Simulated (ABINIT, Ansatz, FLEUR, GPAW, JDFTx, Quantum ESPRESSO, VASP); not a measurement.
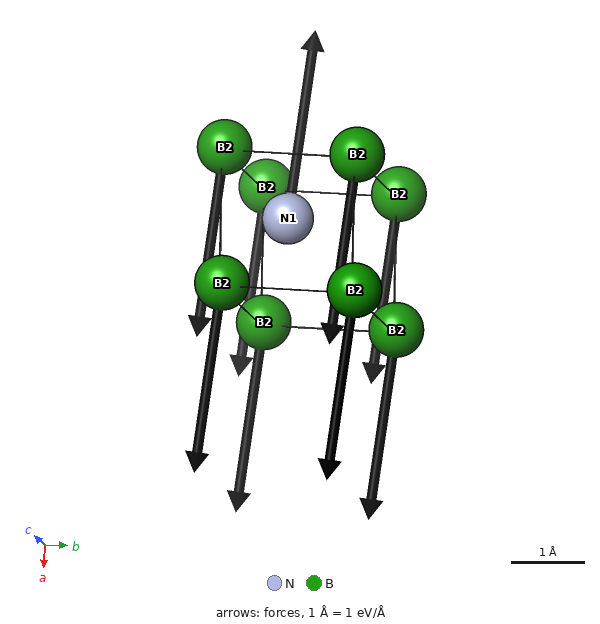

BN (2 atoms) with its atoms moved off their places at random, by some hundredths of an ångström. The arrows are the forces from GPAW (PAW data 1.2.1). The parent cell is a structure listed in the Materials Project.

```
N B
1.0
     0.00000    1.81300    1.81300
     1.81300    0.00000    1.81300
     1.81300    1.81300    0.00000
N B
1 1
Direct
  0.26768 0.26067 0.22873
  0.97937 0.02168 0.00165
```

The same cell was run in eight programs or potential sets. Alike in all runs: functional PBE; k mesh 13 × 13 × 13 on the run's cell of 2 atoms; occupations fermi-dirac, width 0.05 eV; no spin polarisation; no spin-orbit coupling. The table gives the Cartesian components of the force on N1; with the net force removed, that on B2 is equal and opposite.

| program | Fx on N1 (eV/Å) | Fy on N1 (eV/Å) | Fz on N1 (eV/Å) |
| --- | --- | --- | --- |
| GPAW (PAW data 1.2.1) | 1.585 | -0.955 | -1.339 |
| FLEUR (all-electron) | 1.581 | -0.953 | -1.335 |
| Ansatz (Ansatz PAW) | 1.576 | -0.951 | -1.332 |
| VASP (PBE potentials, release 64 N, B) | ? | ? | ? |
| JDFTx (PseudoDojo 0.5 standard with smoothed tails) | 1.581 | -0.954 | -1.336 |
| ABINIT (JTH PAW PBE v2.0) | 1.582 | -0.958 | -1.341 |
| Ansatz LAPW (all-electron) | 1.578 | -0.952 | -1.333 |
| Quantum ESPRESSO (SSSP 1.3 efficiency) | 1.564 | -0.943 | -1.321 |

**What does VASP (PBE potentials, release 64 N, B) give?**

(1.583, -0.954, -1.337) eV/Å on N1. The medians of the other rows are 1.581, -0.953, -1.335 eV/Å.

**How well do the programs agree?**

The size of the force spans 2.254 to 2.284 eV/Å. Against the median force vectors, the rows deviate by 0.005 eV/Å rms as a rule, and Quantum ESPRESSO (SSSP 1.3 efficiency) most, by 0.024 eV/Å. With one functional throughout, the spread comes from potentials, basis sets and numerical settings. Deviations count direction as well as size.
